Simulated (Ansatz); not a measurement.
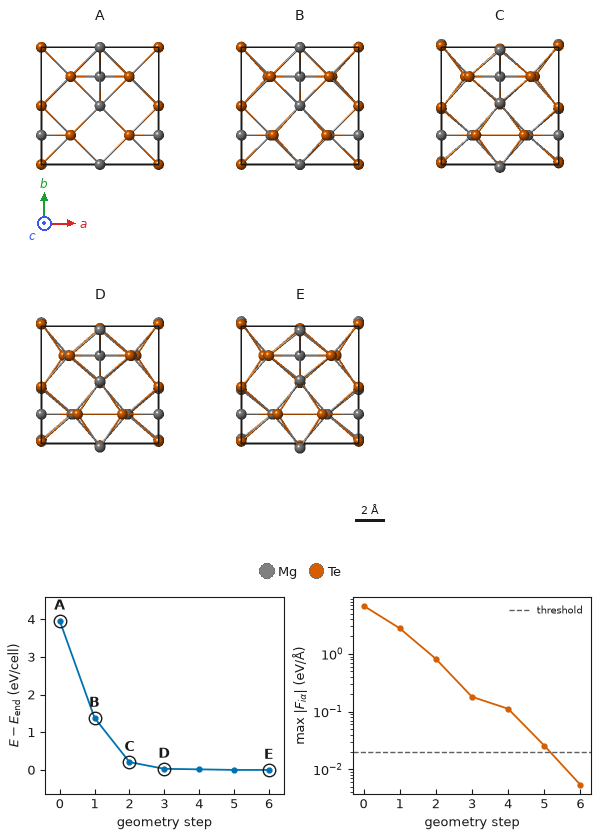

Frames of a relaxation of a defect cell of composition Mg7Te8 (started half-way along a vacancy jump, in the symmetry of that start), marked on the history of the run. The picture is a ball-and-stick view of the conventional cell (2 times the calculation's cell), seen along the c axis. Lengths and directions refer to the drawn axes.

These are results of DFT PBEsol, scalar-relativistic, plane waves, PAW (Ansatz), not measurements.

Input
```yaml
crystal:
  lattice:
    - [0.0, 5.9058590461, -5.9058590461]
    - [5.9058590461, 5.9058590461, 0.0]
    - [5.9058590461, 0.0, -5.9058590461]
  atoms:
    - { symbol: Mg, position: [0.0, 0.25, 0.0] }
    - { symbol: Mg, position: [0.5, 0.0, 0.0] }
    - { symbol: Mg, position: [0.5, 0.5, 0.0] }
    - { symbol: Mg, position: [0.0, 0.0, 0.5] }
    - { symbol: Mg, position: [0.0, 0.5, 0.5] }
    - { symbol: Mg, position: [0.5, 0.0, 0.5] }
    - { symbol: Mg, position: [0.5, 0.5, 0.5] }
    - { symbol: Te, position: [0.25, 0.75, 0.25] }
    - { symbol: Te, position: [0.25, 0.25, 0.25] }
    - { symbol: Te, position: [0.75, 0.75, 0.25] }
    - { symbol: Te, position: [0.75, 0.25, 0.25] }
    - { symbol: Te, position: [0.25, 0.75, 0.75] }
    - { symbol: Te, position: [0.25, 0.25, 0.75] }
    - { symbol: Te, position: [0.75, 0.75, 0.75] }
    - { symbol: Te, position: [0.75, 0.25, 0.75] }
basis:
  ecutwfc: 420
kpoints:
  mp_grid: { grid: [4, 4, 4] }
hamiltonian:
  xc: pbesol
scf:
  occupations: { method: gaussian, width: 0.05 }
output:
  forces: true
  stress: true
  eigenvalues: true
relax:
  adjacent_minimum: "off"
  f_tol: 0.02
  max_steps: 60
  escape_saddle: false
```

Launched with:
```bash
ansatz run input.yaml --threads 4 --pin off --max-ram 9216MiB --backend cpu --events-out ev --progress --plain --runs-dir out
```

> What happens along the run?

After 6 geometry steps the energy has fallen by 3.964 eV per cell of the calculation. Largest force component: 6.8 eV/Å at the start, 0.0054 eV/Å at the end. The largest moves, 0.50 Å, are those of Te11 and Te13. Te13 goes along −a. By element the largest moves are Te 0.50 Å, Mg 0.34 Å. The cell stays as it was. Among the contacts that change: Te11–Te13 4.176 → 3.171 Å, Mg1–Te11 2.088 → 2.591 Å, Mg1–Te14 3.617 → 3.338 Å, Mg6–Te14 2.953 → 3.197 Å. Among the angles between lasting bonds that change: Te11–Mg6–Te13 90.0° → 66.4°, Mg6–Te11–Mg7 90.0° → 113.6°, Te10–Mg6–Te13 180.0° → 161.5°. From step 0 to 1: Te atoms move most (0.19 Å), energy −2.583 eV per cell of the calculation. From step 1 to 2: Mg atoms move most (0.19 Å), energy −1.173 eV per cell of the calculation. From step 2 to 3: Te atoms move most (0.15 Å), energy −0.179 eV per cell of the calculation. From step 3 to 6: Mg atoms move most (0.07 Å), energy −29.6 meV per cell of the calculation.

```csv
step,"E − E(0), meV/atom","largest force component, eV/Å"
0,0.00,6.8257
1,-172.18,2.7794
2,-250.35,0.8215
3,-262.31,0.1804
4,-263.20,0.1121
5,-264.24,0.0258
6,-264.28,0.0054
```

Limits of the set-up: the periodic images lie only 8.4 Å apart, so the values are limited by the cell's size.
